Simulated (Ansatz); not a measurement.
## Geometry relaxation, with input and output: SiC

System: SiC (F-43m, 2 atoms in the cell).
Method: DFT, PBE, plane-wave PAW, default files, scalar-relativistic, no spin polarisation (Ansatz 0.2.0).

The structure derives from an entry of the Crystallography Open Database. Figures and captions count atoms from 1; the log counts them from 0 in places.

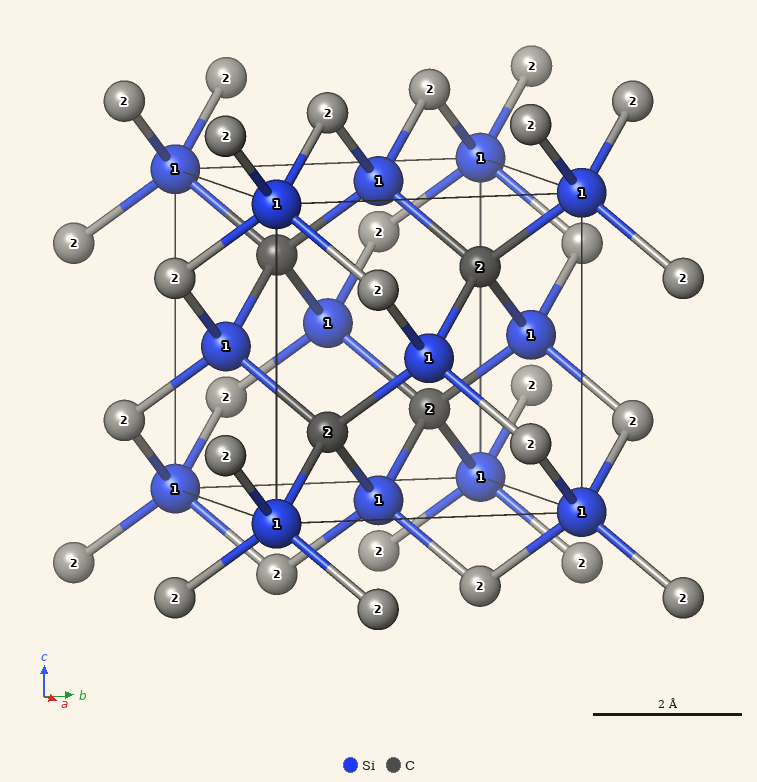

*The structure as given in the input (ball-and-stick view of the cell 4 times as large as that of the calculation, set on its symmetry axes, seen slightly off an axis; neighbours outside the cell are drawn fainter; atoms are numbered from 1 in the order of the input).*

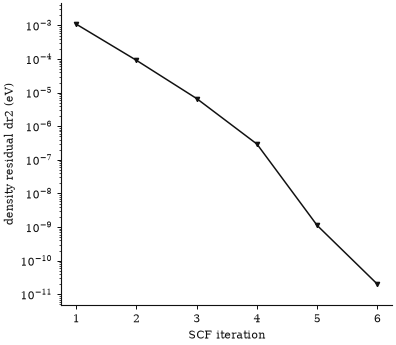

*Convergence of the self-consistent field: density residual dr2 against the SCF iteration.*

The residual falls at every step.

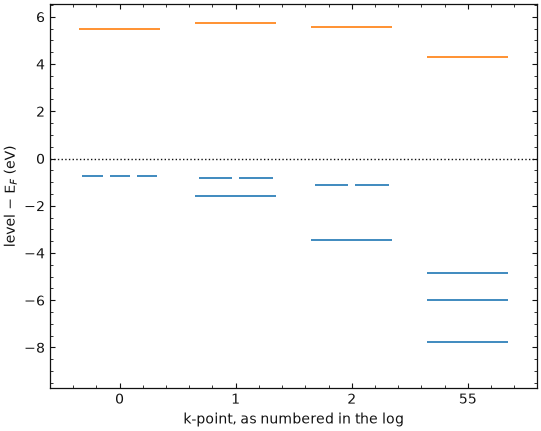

*Kohn–Sham levels near the Fermi level (dotted) at the few k-points that the log prints; levels within 0.02 eV of each other stand side by side.*

Among these points the highest filled and lowest empty levels are 5.00 eV apart; the gap on the full mesh, 1.46 eV, has an edge at a point that isn't printed.

These pictures come from the run below.

The input
```yaml
crystal:
  lattice:
    - [0.0, 2.179, 2.179]
    - [2.179, 0.0, 2.179]
    - [2.179, 2.179, 0.0]
  atoms:
    - { symbol: Si, position: [0.0, 0.0, 0.0] }
    - { symbol: C, position: [0.25, 0.25, 0.25] }
kpoints:
  mp_grid: { grid: [11, 11, 11] }
scf:
  occupations: { method: fermi_dirac, width: 0.02 }
hamiltonian:
  xc: pbe
  pseudopotentials: { kind: paw }
output:
  forces: true
  stress: true
  populations: true
  efg: { contact_densities: true }
relax:
  f_tol: 0.02
  max_steps: 60
```

Command:
```bash
ansatz run input.yaml --threads 1 --pin off --max-ram 2560MiB --backend cpu --events-out ev --progress --plain --runs-dir out
```

Log
```
Warning: output.stress: scf.convergence.dr2_threshold = 1e-7 eV (the SCF's general default) is looser than the 2e-10 eV advised for a printed stress (1e-10 eV for each atom of the cell: 2). What an SCF threshold leaves in a stress goes as its square root, and in the free energy as the threshold itself, and one threshold admits the most on a small cell: of the crystals measured, under no hybrid functional and no lock of the moments, on runs that ended without the residual-converged pass, on stresses that held no estimate of that error, the worst erred by over 100 MPa in a component at 1e-7 eV an atom and by under 5 at 1e-10. Every solve of this run answers to scf.convergence.dr2_threshold, and the tensor of one is reported: a single SCF on the reported geometry and on this run's grids (its basis.xc_grid and basis.ecutrho_ratio typed), with scf.convergence.dr2_threshold at 2e-10 eV or tighter, prints it and tightens no other solve. Else set scf.convergence.dr2_threshold to 2e-10 eV or tighter. The threshold is an SCF's pass mark: one that does not reach it within its budget of iterations ends unconverged, or closes short of it on a stop that the run arms, and scf.convergence.dr2_threshold's page says what that costs each kind of run
Engine: ansatz 0.2.0, aarch64-unknown-linux-gnu
Pseudopotentials: kind: paw
Pseudopotential: Si, paw, valence charge 4, recommended cutoff 420 eV (normal), Si.paw.azcp
Pseudopotential: C, paw, valence charge 4, recommended cutoff 420 eV (normal), C.paw.azcp
Functional definition: PBE
  parameter kappa = 0.804
  parameter beta = 0.06672455060314922
  exchange = pbe_x(kappa = kappa, mu = beta*pi^2/3)
  correlation = pbe_c(beta = beta)
Crystal: 2 atoms, lattice volume = 20.692 Å³
Basis set: ecut = 420 eV, 411 PW (Γ), exchange–correlation on 48×48×48 points (8 copies of the dense FFT grid, shifted against one another)
Bands: 8, of which v1, the nominal top of the filled ones, is band 4 counted from 1 (3 counted from 0)
Symmetry: 24 space group operations
Space group: F-43m (ITA 216), of the structure as read, at distance tolerance 2.7e-5 Å
k-points: 56 of 1331 (time reversal used)
Non-local potential: Si, projectors of the file, l = 0: 2, l = 1: 2, l = 2: 2
Non-local potential: C, projectors of the file, l = 0: 2, l = 1: 2, l = 2: 1
PAW form: soft (Blöchl's): semilocal exchange-correlation on the pseudo side does not see the compensation charge
PAW one-centre angular grid: Si, 110 points (default); XC on 64 Gauss nodes
PAW one-centre angular grid: C, 110 points (default); XC on 64 Gauss nodes
Initial density: superposition of atomic densities (neutral atoms: chi_scale 0, normalization atom), corrected by the library's trained network
Initial wavefunctions: pseudopotential atomic-orbital guess
Functional: x = pbe(κ = 0.804, μ = 0.2195149727645171), c = pbe(β = 0.06672455060314922)
SCF iter   1: F=—  HF=-887.157064 eV  |F-HF|=—  |Δ(HF+E_count)|=         —  Δρ=2.26e-3  dr2=1.09e-3  ethr=1.77e-3  ⟨swp⟩=6.1  Hψ=3795  notcnv=0
preconditioner: auto → none  [insulator: Δε(μ)=1.433 eV  Ē_g=14.040 eV  σ=0.020 eV  W_gap=1.00  n_scr=0 (ndim 8)  ℏωp=23.1 eV  f_vac=0.000  D(μ)=0.00/eV (n_scr^D=0)  ε∞_Penn≈3.7]
SCF iter   2: F=—  HF=-887.157032 eV  |F-HF|=—  |Δ(HF+E_count)|=   3.24e-5  Δρ=8.42e-4  dr2=9.13e-5  ethr=1.36e-5  ⟨swp⟩=2.6  Hψ=1274  notcnv=0
SCF iter   3: F=—  HF=-887.157045 eV  |F-HF|=—  |Δ(HF+E_count)|=   1.30e-5  Δρ=3.61e-4  dr2=6.65e-6  ethr=1.14e-6  ⟨swp⟩=2.6  Hψ=665  notcnv=0
SCF iter   4: F=—  HF=-887.157071 eV  |F-HF|=—  |Δ(HF+E_count)|=   2.65e-5  Δρ=4.06e-5  dr2=2.95e-7  ethr=8.31e-8  ⟨swp⟩=2.1  Hψ=657  notcnv=0
iter 5 did not close the SCF: its close was put off for the readings that it lacked (scf_convergence_deferred on its scf_iter line)
SCF iter   5: F=-887.157071 eV  HF=-887.157071 eV  |F-HF|=1.21e-9  |Δ(HF+E_count)|=   1.47e-7  Δρ=3.02e-6  dr2=1.12e-9  ethr=3.69e-9  ⟨swp⟩=2.1  Hψ=659  notcnv=0
SCF iter   6: F=-887.157071 eV  HF=-887.157071 eV  |F-HF|=3.89e-11  |Δ(HF+E_count)|=   1.59e-9  Δρ=4.05e-7  dr2=2.00e-11  ethr=1.41e-11  ⟨swp⟩=1.6  Hψ=1353  notcnv=0
SCF 1 converged in 6 iterations: F = -887.157071 eV  dr2 = 2.00e-11
  greatest PAW one-centre occupation: 0.645 electrons in one spin orbital (limit 2), on the C atom at site 1 (counted from 0), in its partial waves of l = 0
relax step   1: F+E_penalty+E_count = -887.15707143 eV  Δ(F+E_penalty+E_count) = +0.000e0 eV  max|allowed force component| = 4.256e-16 eV/Å  Δτ_max = 0.0000 Å  (6 SCF iters, accepted)
NSCF: frozen V_eff on 56 k-points
the band table was solved once a step of the walk had ended and its energy, with any forces and stress, was formed, with the checks that follow a solve (3533 applications of the Hamiltonian). They found nothing against the state; the energy, forces and stress were not computed again (output.eigenvalues in the input reference)
SCF converged after 6 iterations
Free energy (F): -887.157071 eV
Harris-Foulkes:  -887.157071 eV  (|F-HF|=3.89e-11)
Internal energy: -887.157071 eV  (E = F + TS)
E sigma→0 (E₀):  -887.157071 eV
Fermi energy:    10.202860 eV
--- Per-component energies (eV) ---
  E_band       = 28.694022
  E_kinetic    = 135.722657
  E_local      = -104.407505  (includes V_loc(G=0)·N_el)
  E_nonlocal   = 51.849416
  E_hartree    = 32.056737
  E_xc         = -105.503230
  E_vxc        = -109.369849  (∫ρ·V_xc dr)
  E_paw        = -612.091376  (= ΣΔE_a)
  E_vpaw       = -9.214157  (= ΣTr[D̂ρ^β])
  E_aug_tail   = 0.000011  (compensation charges beyond the density's cutoff)
  E_ewald      = -284.783780
  E_smearing   = -0.000000  (= −TS)
  E_closure    = 0.000000  (closes the sum)
  Σ components = -887.157071   (vs F -887.157071, Δ=0.00e0)
--- Forces (eV/Å), atoms counted from 1 ---
  atom   1  Si     0.00000000     0.00000000    -0.00000000
  atom   2  C     -0.00000000     0.00000000     0.00000000
  max |Σ_I F_I| component: 1.85e-16 eV/Å
--- Stress (GPa, compression-positive) ---
        3.269277      -0.000000       0.000000
        0.000000       3.269277       0.000000
       -0.000000       0.000000       3.269277
  P = ⅓ Tr σ = 3.2693 GPa (32.693 kbar)
--- PAW observables at the nuclei: V_zz in 10²¹ V/m², potentials from the cell's mean, atoms counted from 1 ---
  atom   1  Si V_zz =    -0.000000   η = 0.0000   by run symmetry: forbidden
            electrostatic potential = -1362.159944 V   contact ρ = 12806.964242 e/Å³
  atom   2  C  V_zz =    -0.000000   η = 0.0000   by run symmetry: forbidden
            electrostatic potential = -418.655113 V   contact ρ = 866.899855 e/Å³
--- Band table (eV; the first three rows and the last of 56) ---
  k-point 0: bands = ["-5.9243", "9.4795", "9.4795", "9.4795", "15.6932", "16.7892", "16.7892", "16.7892"]
  k-point 1: bands = ["-5.7627", "8.6286", "9.3677", "9.3677", "15.9516", "16.9877", "16.9945", "16.9945"]
  k-point 2: bands = ["-5.2838", "6.7681", "9.1000", "9.1000", "15.7543", "17.3517", "17.3517", "18.0206"]
  k-point 55: bands = ["-0.7729", "2.4369", "4.2000", "5.3713", "14.4842", "18.1980", "19.3756", "19.9294"]
--- Relaxed structure (1 steps of the walk, 1 accepted, 0 SCFs on fresh bases) ---
  F+E_penalty+E_count = -887.15707143 eV   max|allowed force component| = 4.256e-16 eV/Å
  atoms:
    - { symbol: Si, position: [0.0, 0.0, 0.0] }
    - { symbol: C, position: [0.25, 0.25, 0.25] }
--- Löwdin populations: 2 sites ---
  site symbol       q [e]
     0     Si      2.9459
     1      C      4.9773
  spilling = 0.009599 (of n_electrons = 8.000000)
```

File populations.tsv
```
# site	symbol	l	j	q
# orbitals = lowdin
# n_electrons = 8.000000
# spilling = 0.009599
0	Si	0_3S	-	0.907741
0	Si	1_3P	-	2.038148
1	C	0_2S	-	1.158311
1	C	1_2P	-	3.819011
```

Key numbers

- outcome: converged
- space group (tolerance 0.01 Å): F-43m (216)
- electrons treated: 8
- free energy: −887.1571 eV
- Fermi energy: 10.203 eV
- gap on the k-point mesh: 1.46 eV
- pressure: 3.27 GPa
- final volume: 20.69 Å³
- field gradient V_zz (10²¹ V/m²): zero at all sites
- largest force (length of the vector): under 0.001 eV/Å
- hardware: 1 thread of an Arm (aarch64) CPU, shared host
- wall time: 3.3 s
- peak memory: 0.31 GiB

Notes

The input already met the tolerances, so nothing moved. The program warns: the SCF threshold is looser than advised for the printed stress.

Remarks

The program warns: the SCF threshold is looser than advised for the printed stress.
